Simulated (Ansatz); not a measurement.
**CoSi: a changed input and its effect**

System: CoSi (F-43m, 2 atoms in the cell).
Method of run 1: DFT, PBE, all-electron LAPW, scalar-relativistic, spin-polarised (Ansatz 0.2.0).

Its volume is 0.95 times that of the source entry. Text and figures count atoms from 1; the logs count them from 0 in places.

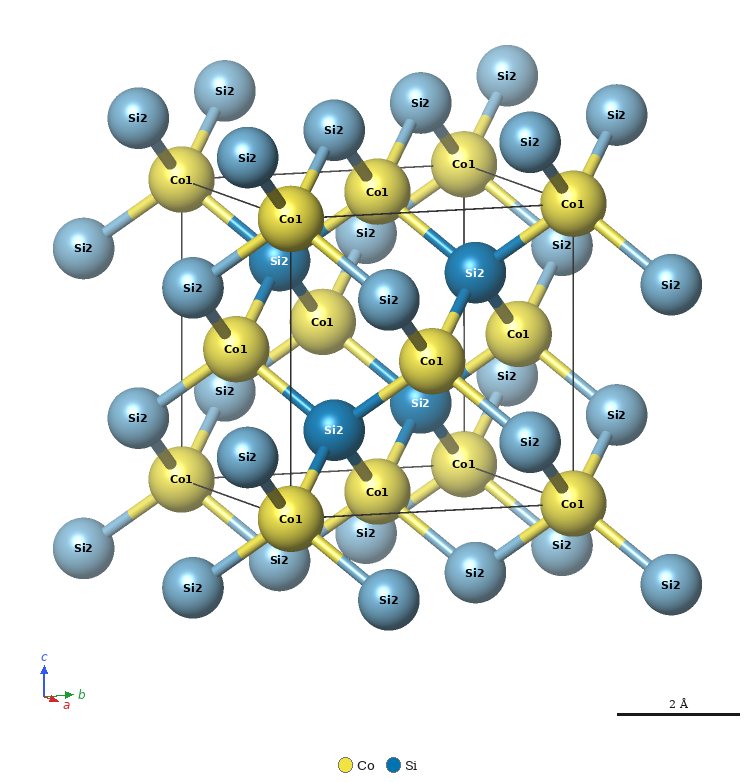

Figure 1. The input geometry (ball-and-stick view of the cell 4 times as large as that of the calculation, set on its symmetry axes, seen slightly off an axis; neighbours outside the cell are drawn fainter; atoms are numbered from 1 in the order of the input).

Input, run 1:
```yaml
crystal:
  lattice:
    - [0.0, 2.50129221, 2.50129221]
    - [2.50129221, 0.0, 2.50129221]
    - [2.50129221, 2.50129221, 0.0]
  atoms:
    - { symbol: Co, position: [0.0, 0.0, 0.0], spin: 1.7 }
    - { symbol: Si, position: [0.25, 0.25, 0.25] }
magnetization:
  spin_polarized: true
kpoints:
  mp_grid: { grid: [14, 14, 14] }
scf:
  occupations: { method: fermi_dirac, width: 0.08 }
hamiltonian:
  xc: pbe
  pseudopotentials: { kind: all_electron, lapw: { basis_error: 0.001 } }
output:
  forces: true
  stress: true
  eigenvalues: true
  populations: true
```

Command:
```bash
ansatz run input.yaml --threads 1 --pin off --max-ram 3072MiB --backend cpu --events-out ev --progress --plain --runs-dir out
```

Hardware: 1 thread of Arm Neoverse V2, 24 GiB of memory available, shared host.

Output, shortened to warnings, some set-up lines, iterations and results (run 1):
```
WARN: the starting moments were not kept: the SCF closed with an absolute magnetisation of 7.8e-7 μB, where they sum to 1.7 μB in size (1 site). That is at most 0.1 of that sum. Measured as dr2_m measures the in/out step, that magnetisation stands 7.7e-14 eV from none, at or under the dr2_threshold of 1.0e-7 eV: it is no larger than a step whose dr2_m would equal this threshold. The system may …
Basis set: ecut = 354.96242410253194 eV, 531 PW (Γ), exchange–correlation at level 2
Symmetry: 24 space group operations
k-points: 104 of 2744 (time reversal used)
Initial density: superposition of atomic densities (chi_scale 0.1, normalization cell)
[...]
SCF iter   1: F=—  HF=-45809.398028 eV  |F-HF|=—  |Δ(HF+E_count)|=         —  Δρ=6.48e-2 (↑3.35e-2 ↓6.48e-2)  dr2=9.84e-1  dr2_m=5.85e-1  M=0.208 μB ∫|m|=0.339 μB  β_m=0.30  …
SCF iter   2: F=—  HF=-45809.330380 eV  |F-HF|=—  |Δ(HF+E_count)|=   6.76e-2  Δρ=4.48e-2 (↑2.88e-2 ↓4.48e-2)  dr2=3.99e-1  dr2_m=3.27e-1  M=0.149 μB ∫|m|=0.270 μB  β_m=0.63  …
SCF iter   3: F=—  HF=-45809.922173 eV  |F-HF|=—  |Δ(HF+E_count)|=   5.92e-1  Δρ=3.28e-2 (↑2.07e-2 ↓3.28e-2)  dr2=1.24e0  dr2_m=1.34e-2  M=0.031 μB ∫|m|=0.094 μB  β_m=0.47  …
SCF iter   4: F=—  HF=-45809.068372 eV  |F-HF|=—  |Δ(HF+E_count)|=   8.54e-1  Δρ=4.04e-3 (↑4.04e-3 ↓3.11e-3)  dr2=2.17e-2  dr2_m=3.45e-4  M=0.001 μB ∫|m|=0.046 μB  β_m=0.74  …
SCF iter   5: F=—  HF=-45809.075730 eV  |F-HF|=—  |Δ(HF+E_count)|=         —  Δρ=2.18e-3 (↑2.18e-3 ↓1.95e-3)  dr2=8.33e-3  dr2_m=5.89e-5  M=0.002 μB ∫|m|=0.025 μB  β_m=0.87  …
SCF iter   6: F=—  HF=-45809.076665 eV  |F-HF|=—  |Δ(HF+E_count)|=   9.35e-4  Δρ=6.98e-4 (↑6.98e-4 ↓6.69e-4)  dr2=9.45e-4  dr2_m=6.26e-7  M=-0.000 μB ∫|m|=0.001 μB  β_m=0.93  …
SCF iter   7: F=—  HF=-45809.076595 eV  |F-HF|=—  |Δ(HF+E_count)|=   6.95e-5  Δρ=1.83e-4 (↑1.83e-4 ↓1.44e-4)  dr2=3.99e-5  dr2_m=3.70e-7  M=-0.000 μB ∫|m|=0.001 μB  β_m=0.94  …
SCF iter   8: F=—  HF=-45809.076608 eV  |F-HF|=—  |Δ(HF+E_count)|=   1.22e-5  Δρ=4.80e-5 (↑3.10e-5 ↓4.80e-5)  dr2=1.68e-6  dr2_m=1.09e-7  M=-0.000 μB ∫|m|=0.001 μB  β_m=0.91  …
SCF iter   9: F=—  HF=-45809.076608 eV  |F-HF|=—  |Δ(HF+E_count)|=   6.59e-7  Δρ=1.53e-5 (↑8.55e-6 ↓1.53e-5)  dr2=1.81e-7  dr2_m=9.66e-9  M=-0.000 μB ∫|m|=0.000 μB  β_m=0.95  …
SCF iter  10: F=—  HF=-45809.076608 eV  |F-HF|=—  |Δ(HF+E_count)|=   6.44e-8  Δρ=3.34e-6 (↑2.97e-6 ↓3.34e-6)  dr2=1.34e-8  dr2_m=1.20e-10  M=-0.000 μB ∫|m|=0.000 μB  β_m=0.98 …
SCF iter  11: F=—  HF=-45809.076608 eV  |F-HF|=—  |Δ(HF+E_count)|=   5.92e-9  Δρ=1.09e-6 (↑8.94e-7 ↓1.09e-6)  dr2=1.62e-9  dr2_m=2.61e-11  M=-0.000 μB ∫|m|=0.000 μB  β_m=0.99 …
SCF iter  12: F=—  HF=-45809.076608 eV  |F-HF|=—  |Δ(HF+E_count)|=  2.47e-10  Δρ=3.27e-7 (↑3.20e-7 ↓3.27e-7)  dr2=1.87e-10  dr2_m=5.75e-13  M=0.000 μB ∫|m|=0.000 μB  β_m=0.99 …
SCF iter  13: F=-45809.076608 eV  HF=-45809.076608 eV  |F-HF|=4.37e-10  |Δ(HF+E_count)|=  1.38e-10  Δρ=2.64e-7 (↑2.43e-7 ↓2.64e-7)  dr2=1.13e-10  dr2_m=5.51e-14  M=0.000 μB …
SCF 1 converged in 13 iterations: F = -45809.076608 eV  dr2 = 1.13e-10
WARN: the starting moments were not kept: the SCF closed with an absolute magnetisation of 7.8e-7 μB, where they sum to 1.7 μB in size (1 site). That is at most 0.1 of that sum. Measured as dr2_m measures the in/out step, that magnetisation stands 7.7e-14 eV from none, at or under the dr2_threshold …
SCF converged after 13 iterations
Magnetization: 0.0000 μB (14.5000 up, 14.5000 down)
Absolute magnetization: 0.0000 μB (∫|ρ↑−ρ↓|)
Spin contamination: 0.0000 ħ² per cell (⟨S²⟩ above its minimum at these occupations)
Per-site moments (μB) at R_I (Å): [(4.1824825736114235e-7, 1.1712426994230625), (-1.3109135998945476e-7, 0.994939864446422)]
Free energy (F): -45809.076608 eV
Harris-Foulkes:  -45809.076608 eV  (|F-HF|=4.37e-10)
Internal energy: -45809.055672 eV  (E = F + TS)
E sigma→0 (E₀):  -45809.066140 eV
Entropy (-TS):   -0.020936 eV (-10.468 meV/atom)
Fermi energy:    10.678157 eV
--- Per-component energies (eV) ---
  E_band       = -1062.960393
  E_kinetic    = 46398.611096
  E_xc         = -2193.373480
  E_electrostatic = -90014.293288  (all electrons and nuclei)
  E_smearing   = -0.020936  (= −TS)
  E_closure    = 0.000000  (closes the sum)
  E_atoms      = -45796.146146  (free atoms, spherical and without spin; not in F)
[...]
```

For run 2 the input was changed thus:
```diff
-  mp_grid: { grid: [14, 14, 14] }
+  mp_grid: { grid: [7, 7, 7] }
+basis:
+  xc_grid: 1
```

How does run 2 compare with run 1?

The free energy of run 2 is 0.10 meV per atom lower, the joint effect of these numerical settings, which can't be told apart here. The SCF takes 12 iterations against 13. The irreducible k-points go from 104 to 20. On the same kind of shared host run 2 took about 0.22 times as long.

Output, shortened to warnings, some set-up lines, iterations and results (run 2):
```
WARN: the starting moments were not kept: the SCF closed with an absolute magnetisation of 4.6e-6 μB, where they sum to 1.7 μB in size (1 site). That is at most 0.1 of that sum. Measured as dr2_m measures the in/out step, that magnetisation stands 2.9e-12 eV from none, at or under the dr2_threshold of 1.0e-7 eV: it is no larger than a step whose dr2_m would equal this threshold. The system may …
Basis set: ecut = 354.96242410253194 eV, 531 PW (Γ), exchange–correlation at level 1
Symmetry: 24 space group operations
k-points: 20 of 343 (time reversal used)
Initial density: superposition of atomic densities (chi_scale 0.1, normalization cell)
[...]
SCF iter   1: F=—  HF=-45809.394197 eV  |F-HF|=—  |Δ(HF+E_count)|=         —  Δρ=6.51e-2 (↑3.38e-2 ↓6.51e-2)  dr2=9.83e-1  dr2_m=5.93e-1  M=0.190 μB ∫|m|=0.342 μB  β_m=0.30  …
SCF iter   2: F=—  HF=-45809.335543 eV  |F-HF|=—  |Δ(HF+E_count)|=   5.87e-2  Δρ=4.52e-2 (↑2.92e-2 ↓4.52e-2)  dr2=4.00e-1  dr2_m=3.35e-1  M=0.126 μB ∫|m|=0.266 μB  β_m=0.64  …
SCF iter   3: F=—  HF=-45809.977058 eV  |F-HF|=—  |Δ(HF+E_count)|=   6.42e-1  Δρ=3.26e-2 (↑2.19e-2 ↓3.26e-2)  dr2=1.29e0  dr2_m=9.97e-3  M=0.033 μB ∫|m|=0.095 μB  β_m=0.48  …
SCF iter   4: F=—  HF=-45809.068179 eV  |F-HF|=—  |Δ(HF+E_count)|=   9.09e-1  Δρ=4.23e-3 (↑4.23e-3 ↓3.21e-3)  dr2=2.13e-2  dr2_m=6.59e-4  M=0.000 μB ∫|m|=0.046 μB  β_m=0.74  …
SCF iter   5: F=—  HF=-45809.076120 eV  |F-HF|=—  |Δ(HF+E_count)|=         —  Δρ=2.22e-3 (↑2.22e-3 ↓2.03e-3)  dr2=8.87e-3  dr2_m=6.92e-5  M=0.003 μB ∫|m|=0.028 μB  β_m=0.87  …
SCF iter   6: F=—  HF=-45809.076848 eV  |F-HF|=—  |Δ(HF+E_count)|=   7.28e-4  Δρ=6.82e-4 (↑6.56e-4 ↓6.82e-4)  dr2=8.89e-4  dr2_m=3.66e-7  M=0.000 μB ∫|m|=0.001 μB  β_m=0.92  …
SCF iter   7: F=—  HF=-45809.076781 eV  |F-HF|=—  |Δ(HF+E_count)|=   6.64e-5  Δρ=1.77e-4 (↑1.77e-4 ↓1.43e-4)  dr2=3.24e-5  dr2_m=5.39e-7  M=-0.000 μB ∫|m|=0.001 μB  β_m=0.96  …
SCF iter   8: F=—  HF=-45809.076799 eV  |F-HF|=—  |Δ(HF+E_count)|=   1.78e-5  Δρ=4.66e-5 (↑2.94e-5 ↓4.66e-5)  dr2=1.55e-6  dr2_m=1.15e-7  M=-0.000 μB ∫|m|=0.001 μB  β_m=0.89  …
SCF iter   9: F=—  HF=-45809.076799 eV  |F-HF|=—  |Δ(HF+E_count)|=   1.91e-7  Δρ=1.45e-5 (↑8.80e-6 ↓1.45e-5)  dr2=1.51e-7  dr2_m=1.01e-8  M=-0.000 μB ∫|m|=0.000 μB  β_m=0.95  …
SCF iter  10: F=—  HF=-45809.076799 eV  |F-HF|=—  |Δ(HF+E_count)|=   7.59e-8  Δρ=3.18e-6 (↑2.88e-6 ↓3.18e-6)  dr2=1.30e-8  dr2_m=1.39e-10  M=-0.000 μB ∫|m|=0.000 μB  β_m=0.97 …
SCF iter  11: F=—  HF=-45809.076799 eV  |F-HF|=—  |Δ(HF+E_count)|=   4.39e-9  Δρ=8.66e-7 (↑8.00e-7 ↓8.66e-7)  dr2=1.29e-9  dr2_m=6.67e-12  M=0.000 μB ∫|m|=0.000 μB  β_m=0.99  …
SCF iter  12: F=-45809.076799 eV  HF=-45809.076799 eV  |F-HF|=2.91e-10  |Δ(HF+E_count)|=  2.84e-10  Δρ=4.11e-7 (↑3.29e-7 ↓4.11e-7)  dr2=2.62e-10  dr2_m=1.27e-12  M=0.000 μB …
SCF 1 converged in 12 iterations: F = -45809.076799 eV  dr2 = 2.62e-10
WARN: the starting moments were not kept: the SCF closed with an absolute magnetisation of 4.6e-6 μB, where they sum to 1.7 μB in size (1 site). That is at most 0.1 of that sum. Measured as dr2_m measures the in/out step, that magnetisation stands 2.9e-12 eV from none, at or under the dr2_threshold …
SCF converged after 12 iterations
Magnetization: 0.0000 μB (14.5000 up, 14.5000 down)
Absolute magnetization: 0.0000 μB (∫|ρ↑−ρ↓|)
Spin contamination: 0.0000 ħ² per cell (⟨S²⟩ above its minimum at these occupations)
Per-site moments (μB) at R_I (Å): [(2.7013380812235255e-6, 1.1712426994230625), (-7.076190486898781e-7, 0.994939864446422)]
Free energy (F): -45809.076799 eV
Harris-Foulkes:  -45809.076799 eV  (|F-HF|=2.91e-10)
Internal energy: -45809.055658 eV  (E = F + TS)
E sigma→0 (E₀):  -45809.066229 eV
Entropy (-TS):   -0.021141 eV (-10.571 meV/atom)
Fermi energy:    10.631984 eV
--- Per-component energies (eV) ---
  E_band       = -1063.014080
  E_kinetic    = 46398.591878
  E_xc         = -2193.370645
  E_electrostatic = -90014.276891  (all electrons and nuclei)
  E_smearing   = -0.021141  (= −TS)
  E_closure    = 0.000000  (closes the sum)
  E_atoms      = -45796.146146  (free atoms, spherical and without spin; not in F)
[...]
```

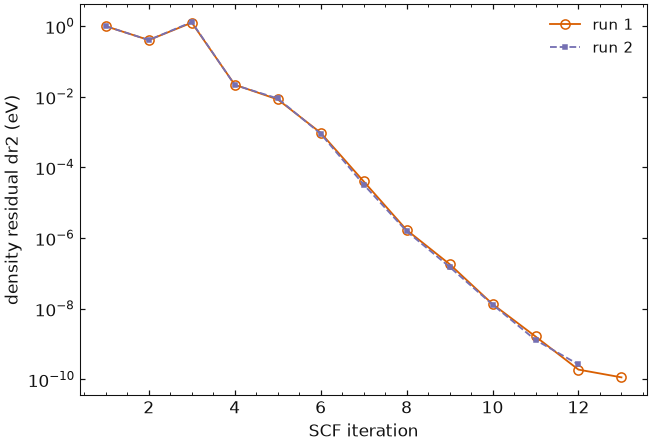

Figure 2. Convergence of the two runs: density residual dr2 against the SCF iteration. Run 1 takes 13 iterations in all, and run 2 takes 12.

The two runs side by side:

| quantity | run 1 | run 2 |
| --- | --- | --- |
| outcome | converged | converged |
| free energy per atom (eV) | −22904.5383 | −22904.5384 |
| energy per atom, smearing taken to zero (eV) | −22904.5331 | −22904.5331 |
| net moment of the cell (μB) | 0.00 | 0.00 |
| absolute moment of the cell (μB) | 0.00 | 0.00 |
| pressure (GPa) | 6.16 | 6.12 |
| largest force (eV/Å) | 0.000 | 0.000 |
| SCF iterations | 13 | 12 |
| irreducible k-points | 104 | 20 |
| plane waves at Γ | 531 | 531 |
| wall time (shared host) | 85 s | 19 s |

For both runs: Warnings: some starting moments were not kept. For run 1: The cell is under a pressure of 6.2 GPa at this level, so it is not at its equilibrium volume. For run 2: These settings are looser than, or depart from, a standard set-up, so the numbers are not reference values for this system.
